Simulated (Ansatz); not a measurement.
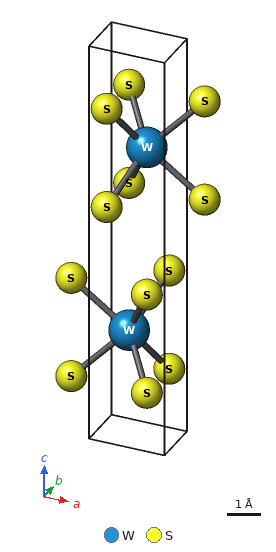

Reference structure: solid WS2 (built on the 2H (MoS2) bulk type). The picture is a ball-and-stick view of the cell of the calculation, seen slightly off an axis.

Method: DFT, HSE06, plane waves, PAW in Ansatz. (plane-wave cutoff 420 eV; k-point mesh 6 × 6 × 2; occupations fixed; no spin polarisation)

Now this is done to it. All lengths are scaled by −2.0 % (volume −5.9 %) and the S atoms are displaced by 0.05 Å relative to the cell: S3 0.05 Å along +c. No relaxation follows.

Input file:
```yaml
crystal:
  lattice:
    - [3.1065473675, 0.0, 0.0]
    - [-1.5532736837, 2.6903489383, 0.0]
    - [0.0, 0.0, 12.2412491414]
  atoms:
    - { symbol: W, position: [0.3333333333, 0.6666666667, 0.25] }
    - { symbol: W, position: [0.6666666667, 0.3333333333, 0.75] }
    - { symbol: S, position: [0.6666666667, 0.3333333333, 0.3791820562] }
    - { symbol: S, position: [0.6666666667, 0.3333333333, 0.1208179438] }
    - { symbol: S, position: [0.3333333333, 0.6666666667, 0.8791820562] }
    - { symbol: S, position: [0.3333333333, 0.6666666667, 0.6208179438] }
kpoints:
  mp_grid: { grid: [6, 6, 2] }
  band_path:
    path:
      - [0.0, 0.0, 0.0]
      - [0.5, 0.0, 0.0]
      - [0.3333333333, 0.3333333333, 0.0]
      - [0.0, 0.0, 0.5]
      - [0.5, 0.0, 0.5]
      - [0.3333333333, 0.3333333333, 0.5]
      - [-0.177083, 0.351562, 0.0]
    npoints: 1
hamiltonian:
  xc: hse06
scf:
  occupations: { method: fixed }
  n_extra_bands: 5
output:
  forces: true
  stress: true
  eigenvalues: true
  write_density: true
  write_potential: true
  elf: true
  volumetric_format: npy
```

Q: Predict the response.

A: Among the bonded contacts that change: S–W 2.407 → 2.391 Å. The space group stays P6_3/mmc (No. 194). It costs 18.6 meV per atom. Pressure: −1.2 GPa before, 4.1 GPa after. The principal stresses (compression positive) are 1.3 GPa along c and 5.6 GPa across it. The largest forces, 0.28 eV/Å, act on S3, S4, S5 and S6; on S3 it points along −c. The forces point straight back along the displacements (cosine −1.00).

The changed structure in the same view:

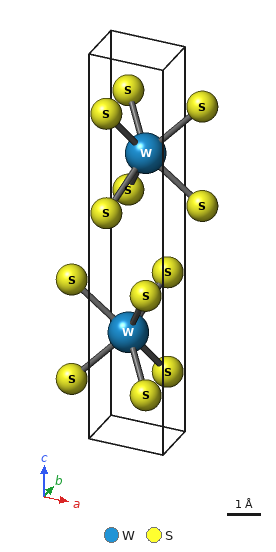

Limits of the set-up: layers or molecules are held without a dispersion correction, so their spacing is unreliable.
